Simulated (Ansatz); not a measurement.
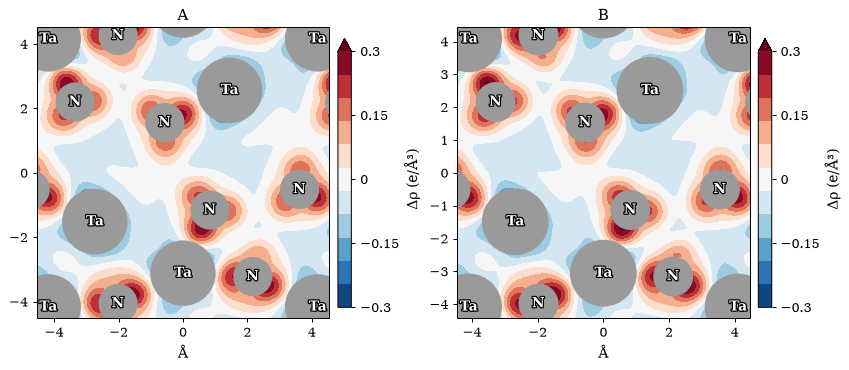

Ta2N3: deformation density on the (010) plane of the conventional cell at two volumes, with the same fractional coordinates and one colour scale. Grey discs cover the cores. Panel A has 106 % of the volume of panel B.

Space group Pnma. The cell comes from a database of computed structures, not from a measurement.

The calculation used DFT r2SCAN, scalar-relativistic, plane waves, PAW (Ansatz 0.2.0).

> How do bonds, bonding charge and pressure respond to this change of volume?

The pressure is −2 GPa in B and −20 GPa in A.
Bader charges in B: Ta +2.37 to +2.47 and N −1.65 to −1.56 e; in A: Ta +2.37 to +2.46 and N −1.65 to −1.56 e.
The rearranged charge is 0.32 e an atom in B and 0.32 e in A.
The scaled cell isn't relaxed: forces reach 0.4 eV/Å.

Run times: 62 s (base cell) and 62 s (scaled cell), on 4 threads of Intel(R) Xeon(R) 6975P-C (Granite Rapids) (shared host).
